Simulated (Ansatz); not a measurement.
System: Re, space group Fm-3m (No. 225).

Structure:
```yaml
crystal:
  lattice:
    - [0.00000, 1.97500, 1.97500]
    - [1.97500, 0.00000, 1.97500]
    - [1.97500, 1.97500, 0.00000]
  atoms:
    - { symbol: Re, position: [0.00000, 0.00000, 0.00000] }
```

Calculation (Ansatz 0.2.0): homogeneous strain of a crystal along one Voigt pattern with engineering shear, fractional coordinates fixed, by plane-wave density functional theory with PAW datasets, free energies less that of the undisturbed cell; scalar-relativistic. Level: PBE, no spin polarisation.

wave cutoff 420 eV; k mesh 20×20×20; occupations Gaussian; smearing width 0.15 eV; k shift (0, 0, 0) (mesh steps); start as given; strain pattern (0, 1, 0, 0, 0, 0) (xx yy zz yz xz xy with engineering shear).

Describe the result: the energy change against strain. The strain takes the values −0.0200, −0.0150, −0.0100, −0.0050, 0.0000, 0.0050, 0.0100, 0.0150, 0.0175, 0.0200.

The energy falls towards negative values, so the start isn't a stationary minimum along this path. The energy change is −7.64 meV/atom at strain −0.0200 and 26.93 meV/atom at 0.0200; the lowest computed point is at strain −0.0150 (−7.65 meV/atom). The slope of stress against strain at the start, which at zero pressure is the clamped-ion constant C22, is 502 GPa. The second derivative of tensile stress is −2640 GPa. The tensile stress at start is 9.15 GPa.

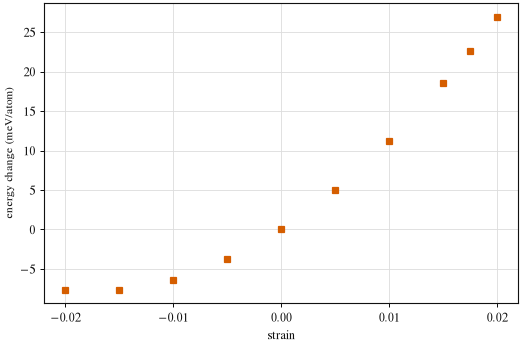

Caveats: reference crystal is not relaxed.
